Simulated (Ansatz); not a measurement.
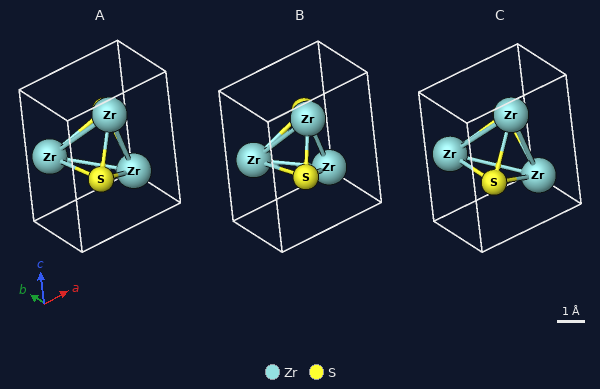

3 geometries from one relaxation of crystalline Zr3S2 (set up in P1), in shuffled order. Style: ball-and-stick. Shown: the cell of the calculation, slightly off an axis.

Case: all atoms moved at random, sigma 0.4 Å for each component, cell strained at random, sigma 0.01; relaxed back.

Computed with DFT PBE, scalar-relativistic, plane waves, PAW (Ansatz 0.2.0). Set-up: plane-wave cutoff 420 eV; k-point mesh 6 × 6 × 6; occupations gaussian; smearing width 0.15 eV; no spin polarisation; cell and atoms relaxed; force threshold 0.01 eV/Å; at most 80 steps.

Put them in the order of the run, from the start to the converged end.

Answer. B, A, C. They are steps 0, 2, 8, at +2497 meV per atom, +279 meV per atom relative to the last. The atom that moves furthest relative to the cell is a Zr atom (0.49 Å along [1 0 −1]). Largest moves by element: Zr 0.49 Å, S 0.46 Å. The volume changes by +0.8 %, with a 4.815 → 4.827 Å (+0.2 %), b 4.769 → 4.827 Å (+1.2 %), c 4.865 → 4.827 Å (−0.8 %), α 73.4° → 73.7°, β 72.6° → 73.7°, γ 74.9° → 73.7°. Some distances before and after: S–Zr 1.787 → 2.609 Å, Zr–Zr 2.576 → 3.390 Å, Zr–Zr 4.109 → 3.318 Å, S–Zr 3.280 → 2.600 Å. New bonds form, among them: S–Zr (3.13 → 2.60 Å), S–Zr (3.22 → 2.60 Å), S–Zr (3.28 → 2.60 Å). Among the angles between lasting bonds that change: Zr–S–Zr 164.8° → 135.8°, Zr–S–Zr 110.7° → 136.8°, Zr–S–Zr 105.0° → 83.9°. The space group (tolerance 0.01 Å) goes from P1 (No. 1) to R32 (No. 155). After 7 accepted moves (8 points after the start) the energy has fallen by 2497 meV per atom. Largest force component: 21 eV/Å at the start, 0.00023 eV/Å at the end. The pressure goes from 53.03 to −0.03 GPa. At 1 point the geometry stayed and the basis and grid were re-selected for the new cell (energy shift of less than 0.05 meV per atom at most each time). The run took 54 s on 2 threads of AMD EPYC 9R45 96-Core Processor (Zen 5), on a shared host, peak memory 0.61 GiB.
